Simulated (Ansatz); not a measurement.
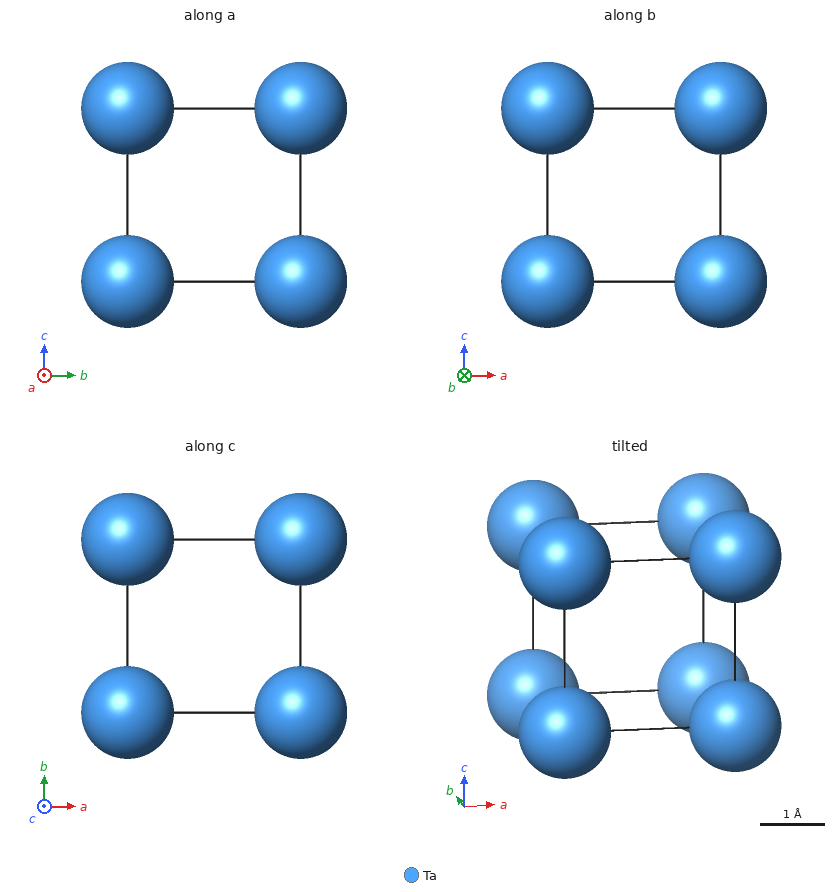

Shown here is a spheres-only view of the crystal, taken along the a axis, along the b axis, along the c axis and slightly off an axis. The conventional unit cell is outlined; an atom on or near a face, edge or corner is repeated at each equivalent position.

Lattice parameters: a = 2.730 Å, b = 2.730 Å, c = 2.730 Å, α = 90.00°, β = 90.00°, γ = 90.00°.

Put the structure into a table of Wyckoff sites.

Answer. Space group Pm-3m (No. 221).
| atom | site | x | y | z |
| --- | --- | --- | --- | --- |
| Ta | 1a | 0.0000 | 0.0000 | 0.0000 |

Provenance: a textbook structure type filled with this element (whether it is the usual form wasn't checked). The picture shows the end point of a geometry optimisation with Ansatz 0.2.0, DFT r2SCAN, scalar-relativistic, plane waves, PAW.
